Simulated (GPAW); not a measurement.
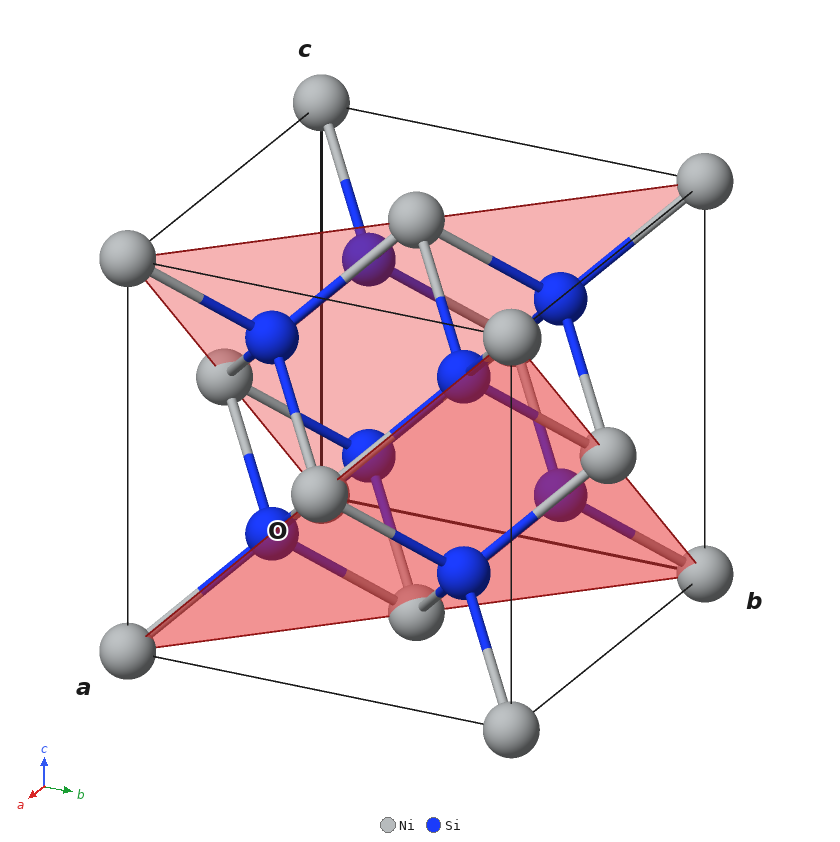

For Si2Ni, an entry of the Crystallography Open Database, as set up for an electronic-structure calculation: every member of one family of equally spaced planes, hx + ky + lz = a whole number, that cuts the unit cell is shaded (one member passes through the origin O). The drawing is computed from the coordinates (standard cell, symmetry found to 0.002 Å).

a = 5.406 Å, b = 5.406 Å, c = 5.406 Å, α = 90.00°, β = 90.00°, γ = 90.00°.

**What are the Miller indices?**

(1 1 −1); the opposite sign names the same planes. The member next to the origin meets the axes a at 1, b at 1, c at −1.

**What is the spacing?**

d = 3.121 Å.

**Which atoms of the cell lie in these planes (within 0.03 Å)?**

all 4 Ni.
